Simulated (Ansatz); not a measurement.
# Run report: NiSb, geometry relaxation (part 1 of 2)

The run: geometry relaxation of NiSb (P6₃/mmc, 4 atoms in the cell). Method and program: DFT PBE, scalar-relativistic, plane waves, PAW, no spin polarisation (Ansatz 0.2.0).

The structure derives from an entry of the Crystallography Open Database.

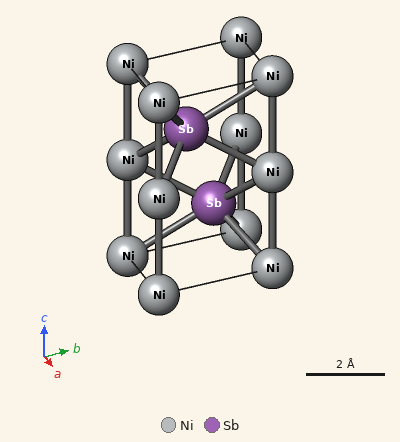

The input geometry (ball-and-stick view of the cell of the calculation, seen slightly off an axis). Near neighbours in the crystal (not all of them lie inside the picture): Ni has 2 Ni at 2.56 Å and 6 Sb at 2.60 Å; Sb has 6 Ni at 2.60 Å.

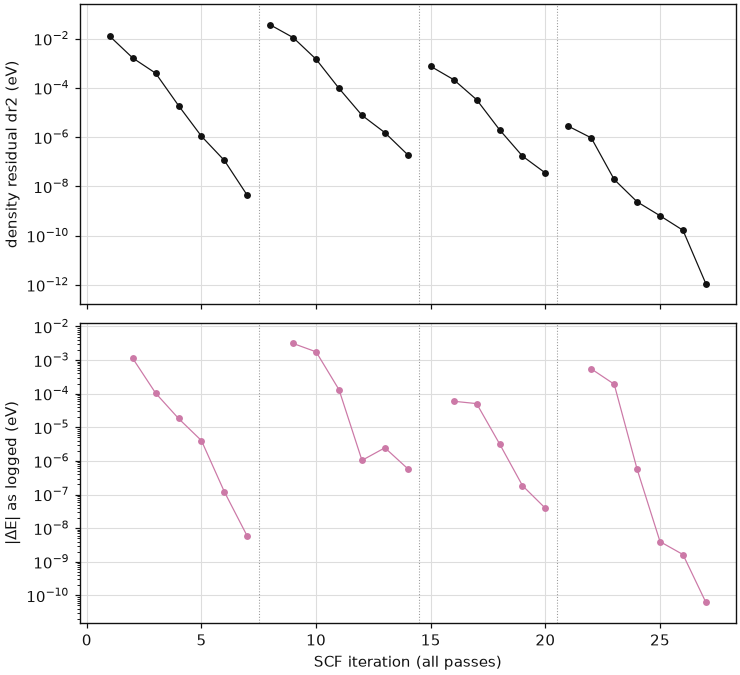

Convergence of the self-consistent field: density residual dr2 and size of the energy change against the SCF iteration. The dotted lines part the SCF passes of the relaxation: geometry steps, rejected trials and re-solves on a re-selected basis. The passes take 7, 7, 6 and 7 iterations.

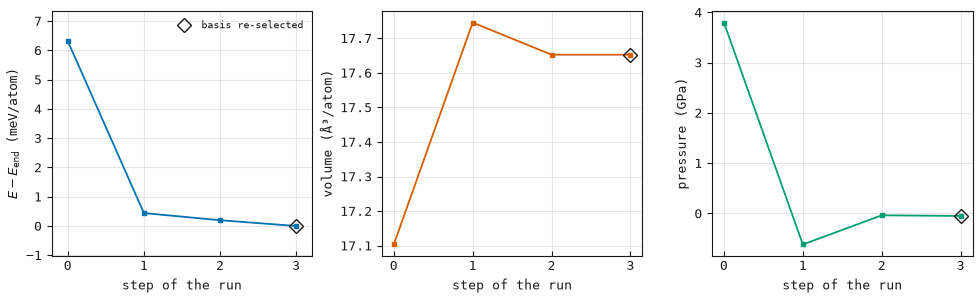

Progress of the relaxation, step by step (the first geometry is step 0 here and step 1 in the log).

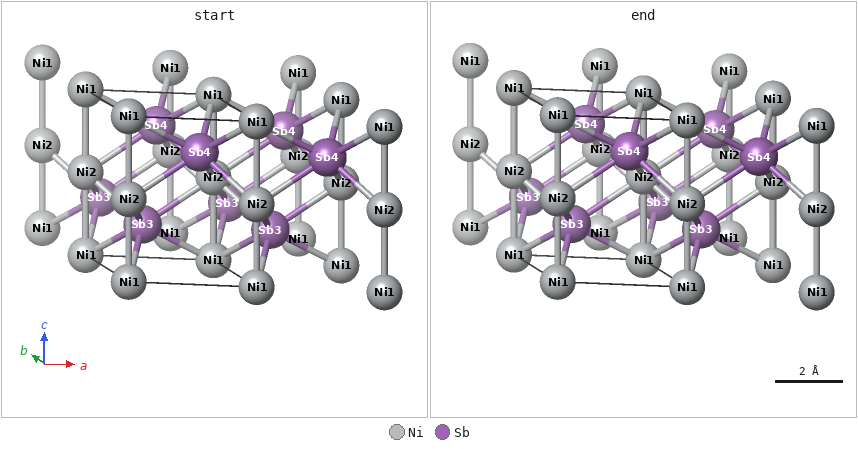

Before (left) and after (right) the relaxation, at one scale (ball-and-stick view of the cell of the calculation, repeated 2 × 2 × 1, seen slightly off an axis). The atoms keep their places relative to the cell (all moves are under 0.005 Å). The volume changes by +3.2 %, with a = b 3.928 → 3.977 Å (+1.2 %), c 5.120 → 5.156 Å (+0.7 %). Among the contacts that change: Ni1–Sb3 2.604 → 2.633 Å, Ni1–Ni2 2.560 → 2.578 Å. The space group stays P6_3/mmc (No. 194). After 2 geometry steps the energy has fallen by 6.1 meV per atom. All forces vanish by symmetry, so only the cell relaxes. Pressure: 3.80 GPa at the start and −0.05 GPa at the end. A last SCF at the same geometry on a re-selected plane-wave basis shifts the energy by −0.2 meV per atom. (Atoms are counted from 1 in the order of the input.)

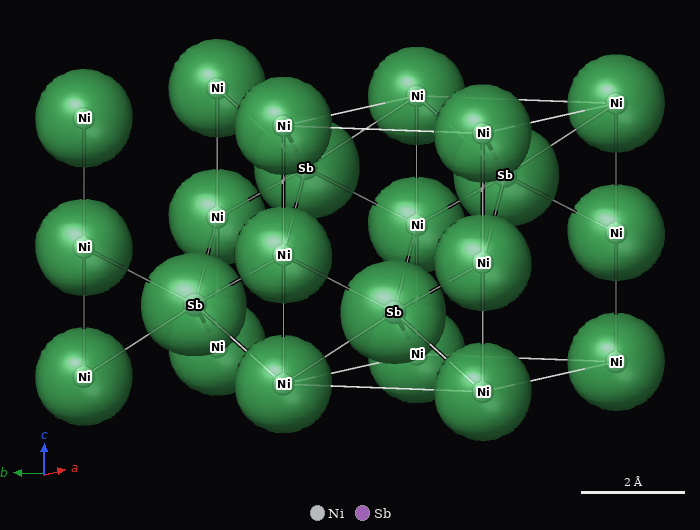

Isosurface of the valence electron density at 0.5 e/Å³ (green), seen at an oblique angle. Sticks mark near contacts. The outline is the cell set on symmetry axes. At this value the density breaks into separate islands; it holds about 80 % of the electrons treated as valence (semicore included). It is pinched off along the Ni–Ni (2.58 Å) and Ni–Sb (2.63 Å) contacts. On the grid the lowest density along these lines, outside the cores, is 0.28 e/Å³ (Ni–Ni, 2.58 Å) and 0.35 e/Å³ (Ni–Sb, 2.63 Å). In a PAW calculation such maps are meaningful between the atoms, not at the nuclei.

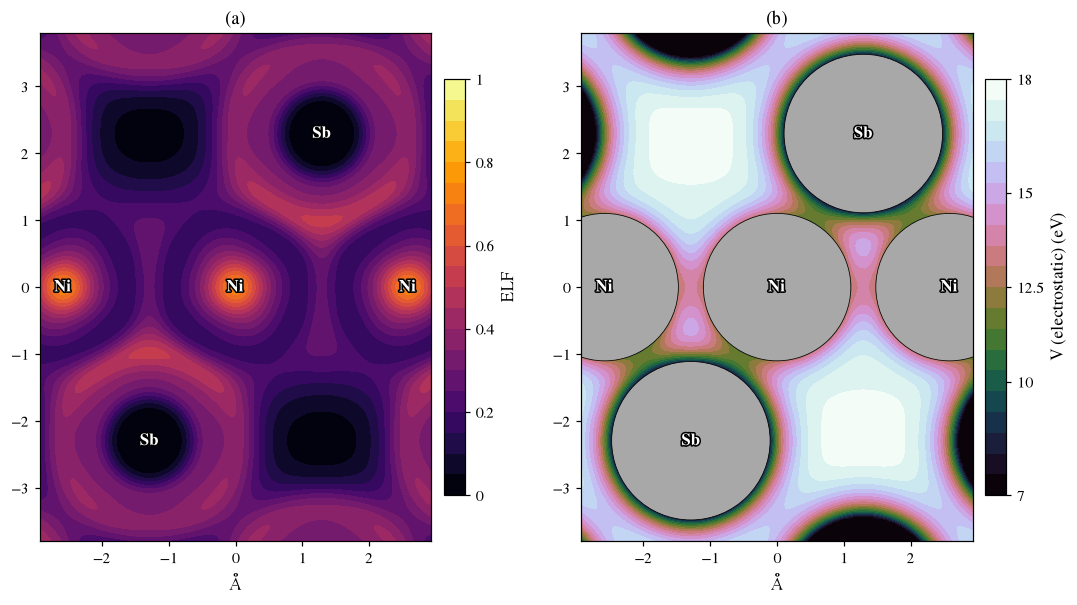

(a) electron localisation function; (b) electrostatic potential energy of an electron on the (110) plane of the conventional cell. Grey discs, where drawn, cover atomic cores. The section cuts through Ni and Sb sites. Ni–Ni (2.58 Å): the ELF is about 0.25 at the midpoint; no shared electron pair. Ni–Sb (2.63 Å): the ELF is about 0.45 at the midpoint (nearly free electrons, as in a simple metal). The strong features right at Ni lie inside the PAW spheres (semicore, d or f shells) and say nothing about bonding. Outside the cores the potential energy rises away from the atoms and is highest about 2.3 Å from the nearest atoms; outside the discs it spans about 10 eV, and its zero is arbitrary.

These pictures come from the run below.

## Input file
```yaml
crystal:
  lattice:
    - [3.928, 0.0, 0.0]
    - [-1.964, 3.4017477861, 0.0]
    - [0.0, 0.0, 5.12]
  atoms:
    - { symbol: Ni, position: [0.0, 0.0, 0.0] }
    - { symbol: Ni, position: [0.0, 0.0, 0.5] }
    - { symbol: Sb, position: [0.3333333333, 0.6666666667, 0.25] }
    - { symbol: Sb, position: [0.6666666667, 0.3333333333, 0.75] }
basis:
  ecutwfc: 420
kpoints:
  mp_grid: { grid: [12, 12, 8] }
hamiltonian:
  xc: pbe
scf:
  occupations: { method: gaussian, width: 0.1 }
output:
  forces: true
  stress: true
  eigenvalues: true
  write_density: true
  write_potential: true
  elf: true
  volumetric_format: npy
relax:
  adjacent_minimum: "off"
  f_tol: 0.02
  max_steps: 70
  cell: { stress_tol: 0.1 }
```

Launch command:
```bash
ansatz run input.yaml --threads 2 --pin off --max-ram 5120MiB --backend cpu --events-out ev --progress --plain --runs-dir out
```

## Log
```
Engine: ansatz 0.2.0, aarch64-unknown-linux-gnu
Pseudopotentials: kind: paw
Pseudopotential: Ni, paw, valence charge 18, recommended cutoff 420 eV (normal), Ni.paw.azcp
Pseudopotential: Sb, paw, valence charge 15, recommended cutoff 420 eV (normal), Sb.paw.azcp
Functional definition: PBE
  parameter kappa = 0.804
  parameter beta = 0.06672455060314922
  exchange = pbe_x(kappa = kappa, mu = beta*pi^2/3)
  correlation = pbe_c(beta = beta)
Crystal: 4 atoms, lattice volume = 68.414 Å³
Basis set: ecut = 420 eV, 1385 PW (Γ), exchange–correlation on 54×54×72 points (8 copies of the dense FFT grid, shifted against one another)
Bands: 40, of which v1, the nominal top of the filled ones, is band 33 counted from 1 (32 counted from 0)
Symmetry: 24 space group operations
Space group: P63/mmc (ITA 194), of the structure as read, at distance tolerance 4.1e-5 Å
k-points: 95 of 1152
Non-local potential: Ni, projectors of the file, l = 0: 3, l = 1: 2, l = 2: 3, l = 3: 1
Non-local potential: Sb, projectors of the file, l = 0: 2, l = 1: 2, l = 2: 2, l = 3: 2
PAW form: soft (Blöchl's): semilocal exchange-correlation on the pseudo side does not see the compensation charge
PAW one-centre angular grid: Ni, 590 points (default); XC on 64 Gauss nodes
PAW one-centre angular grid: Sb, 590 points (default); XC on 64 Gauss nodes
Initial density: superposition of atomic densities (neutral atoms: chi_scale 0, normalization atom), corrected by the library's trained network
Initial wavefunctions: pseudopotential atomic-orbital guess
Functional: x = pbe(κ = 0.804, μ = 0.2195149727645171), c = pbe(β = 0.06672455060314922)
SCF iter   1: F=—  HF=-24649.436678 eV  |F-HF|=—  |Δ(HF+E_count)|=         —  Δρ=5.56e-3  dr2=1.25e-2  ethr=1.77e-3  ⟨swp⟩=6.5  Hψ=14992  notcnv=0  defer=6
preconditioner: auto → Kerker (q_TF=auto, 2.712 Å⁻¹)  [metal: Δε(μ)=0.021 eV  Ē_g=18.163 eV  σ=0.100 eV  W_gap=0.12  n_scr=22 (ndim 8)  ℏωp=31.7 eV  f_vac=0.006  D(μ)=1.50/eV (n_scr^D=8)]
SCF iter   2: F=—  HF=-24649.435550 eV  |F-HF|=—  |Δ(HF+E_count)|=   1.13e-3  Δρ=1.87e-3  dr2=1.64e-3  ethr=1.90e-5  ⟨swp⟩=2.0  Hψ=6296  notcnv=0  defer=12
SCF iter   3: F=—  HF=-24649.435446 eV  |F-HF|=—  |Δ(HF+E_count)|=   1.04e-4  Δρ=7.10e-4  dr2=3.94e-4  ethr=2.49e-6  ⟨swp⟩=1.0  Hψ=3656  notcnv=0  defer=12
SCF iter   4: F=—  HF=-24649.435428 eV  |F-HF|=—  |Δ(HF+E_count)|=   1.83e-5  Δρ=1.41e-4  dr2=1.90e-5  ethr=5.97e-7  ⟨swp⟩=1.6  Hψ=3902  notcnv=0  defer=12
SCF iter   5: F=—  HF=-24649.435424 eV  |F-HF|=—  |Δ(HF+E_count)|=   4.01e-6  Δρ=4.99e-5  dr2=1.08e-6  ethr=2.87e-8  ⟨swp⟩=2.0  Hψ=5034  notcnv=0  defer=12
SCF iter   6: F=—  HF=-24649.435424 eV  |F-HF|=—  |Δ(HF+E_count)|=   1.20e-7  Δρ=1.11e-5  dr2=1.12e-7  ethr=1.64e-9  ⟨swp⟩=2.0  Hψ=5063  notcnv=0  defer=12
SCF iter   7: F=-24649.435424 eV  HF=-24649.435424 eV  |F-HF|=2.60e-9  |Δ(HF+E_count)|=   5.72e-9  Δρ=2.98e-6  dr2=4.27e-9  ethr=1.52e-10  ⟨swp⟩=11.8  Hψ=26841  notcnv=0
SCF 1 converged in 7 iterations: F = -24649.435424 eV  dr2 = 4.27e-9
  greatest PAW one-centre occupation: 1.001 electrons in one spin orbital (limit 2), on the Ni atom at site 1 (counted from 0), in its partial waves of l = 1
relax step   1: F+E_penalty+E_count = -24649.43542360 eV  Δ(F+E_penalty+E_count) = +0.000e0 eV  max|allowed force component| = 2.660e-17 eV/Å  Δτ_max = 0.0000 Å  P = +3.796 GPa  Ω = 68.414 Å³  (7 SCF iters, dr2 threshold 1.00e-7 eV, accepted)
Crystal: 4 atoms, lattice volume = 70.982 Å³
Basis set: ecut = 420 eV, 1409 PW (Γ), exchange–correlation on 54×54×72 points (8 copies of the dense FFT grid, shifted against one another)
Initial density: handed on by an earlier stage of this run
Initial wavefunctions: those handed on with the density
iter 1 solved again at ethr=5.47e-5 eV; its pass at ethr=3.10e-3 eV (dr2=3.61e-2 eV) is discarded
SCF iter   1: F=—  HF=-24649.463931 eV  |F-HF|=—  |Δ(HF+E_count)|=         —  Δρ=6.33e-3  dr2=3.62e-2  ethr=5.47e-5  ⟨swp⟩=1.2  Hψ=17614  notcnv=0
preconditioner: auto → Kerker (q_TF=auto, 2.695 Å⁻¹)  [metal: Δε(μ)=0.006 eV  Ē_g=17.962 eV  σ=0.100 eV  W_gap=0.03  n_scr=22 (ndim 8)  ℏωp=31.2 eV  f_vac=0.009  D(μ)=2.03/eV (n_scr^D=20)]
SCF iter   2: F=—  HF=-24649.460814 eV  |F-HF|=—  |Δ(HF+E_count)|=   3.12e-3  Δρ=2.90e-3  dr2=1.10e-2  ethr=5.47e-5  ⟨swp⟩=1.0  Hψ=3800  notcnv=0
SCF iter   3: F=—  HF=-24649.459054 eV  |F-HF|=—  |Δ(HF+E_count)|=   1.76e-3  Δρ=1.14e-3  dr2=1.45e-3  ethr=1.66e-5  ⟨swp⟩=1.0  Hψ=3804  notcnv=0
SCF iter   4: F=—  HF=-24649.458923 eV  |F-HF|=—  |Δ(HF+E_count)|=   1.31e-4  Δρ=4.33e-4  dr2=9.49e-5  ethr=2.19e-6  ⟨swp⟩=2.1  Hψ=4658  notcnv=0
SCF iter   5: F=—  HF=-24649.458922 eV  |F-HF|=—  |Δ(HF+E_count)|=   1.04e-6  Δρ=8.98e-5  dr2=7.68e-6  ethr=1.44e-7  ⟨swp⟩=2.3  Hψ=5877  notcnv=0
SCF iter   6: F=—  HF=-24649.458924 eV  |F-HF|=—  |Δ(HF+E_count)|=   2.46e-6  Δρ=4.15e-5  dr2=1.51e-6  ethr=1.16e-8  ⟨swp⟩=2.3  Hψ=5983  notcnv=0
SCF iter   7: F=-24649.458925 eV  HF=-24649.458925 eV  |F-HF|=7.19e-8  |Δ(HF+E_count)|=   5.84e-7  Δρ=1.55e-5  dr2=1.90e-7  ethr=6.06e-10  ⟨swp⟩=10.1  Hψ=28799  notcnv=0
SCF 2 converged in 7 iterations: F = -24649.458925 eV  dr2 = 1.90e-7
  Residual-converged pass: ⟨swp⟩=1.0  Hψ=4182  notcnv=0  max |occ|·‖R‖ = 7.0e-9 eV (tolerance 1.0e-8 eV)  dr2=1.90e-7  dr2_onsite=6.98e-8  max |Δocc| = 5.8e-11
relax step   2: F+E_penalty+E_count = -24649.45892490 eV  Δ(F+E_penalty+E_count) = -2.350e-2 eV  max|allowed force component| = 8.038e-17 eV/Å  Δτ_max = 0.0000 Å  P = -0.616 GPa  Ω = 70.982 Å³  energy of the carried Pulay correction = -1.024e-3 eV  (7 SCF iters, dr2 threshold 4.00e-7 eV, accepted)
Crystal: 4 atoms, lattice volume = 70.610 Å³
iter 1 solved again at ethr=1.02e-6 eV; its pass at ethr=3.10e-3 eV (dr2=6.73e-4 eV) is discarded
```
